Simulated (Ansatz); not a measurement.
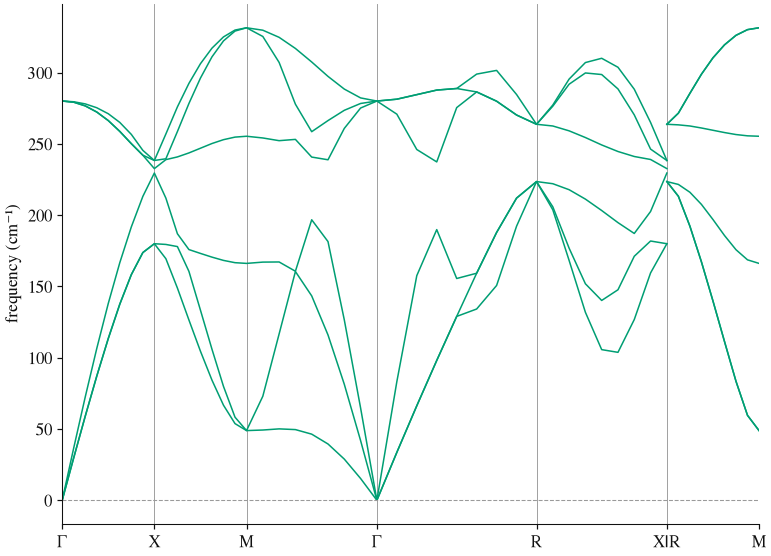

The figure shows the phonon dispersion along Γ–X–M–Γ–R–X|R–M for ScAl, space group Pm-3m (No. 221). Imaginary frequencies are drawn as negative.

Structure:
```
CELL_PARAMETERS angstrom
3.37006 0.00000 0.00000
0.00000 3.37006 0.00000
0.00000 0.00000 3.37006
ATOMIC_POSITIONS crystal
Sc 0.50000 0.50000 0.50000
Al 0.00000 0.00000 0.00000
```

Method: harmonic phonon frequencies at points of high symmetry, interpolated from the force constants of a q mesh with the long-range term in polar insulators, imaginary frequencies are negative; plane waves with PAW datasets, Γ-centred k mesh (Ansatz 0.2.0). Level: PBEsol, no spin polarisation.

- wave cutoff: 420 eV
- k mesh: 12×12×12
- occupations: Fermi–Dirac
- smearing width: 0.15 eV
- volume relative to the relaxed cell: 1.02
- phonon method: linear response
- q mesh: 2×2×2

This calculation gives: highest frequency on the path 331.5 cm⁻¹ and lowest frequency at R 223.6 cm⁻¹.

Now the cell is compressed by 3.9 % in volume, to 18.39 Å³/atom. What happens?

The highest frequency on the path rises from 331.5 to 353.5 cm⁻¹ (+6.6 %) and the lowest frequency at R rises from 223.6 to 240.5 cm⁻¹ (+7.6 %). The shift of the highest frequency on the path amounts to a Grüneisen parameter of 1.61.

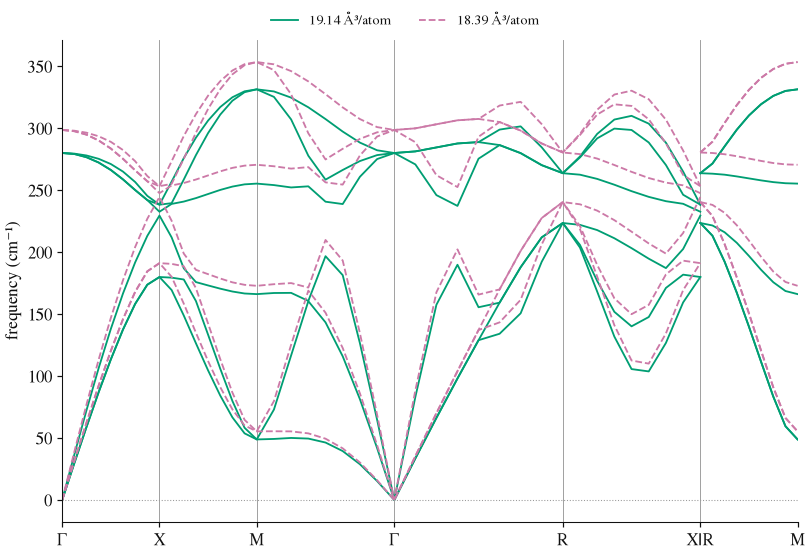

The two results together.

For both, limits of the calculation: metal sensitive to the k mesh; the branches are interpolated from a coarse 2×2×2 mesh of wave vectors.
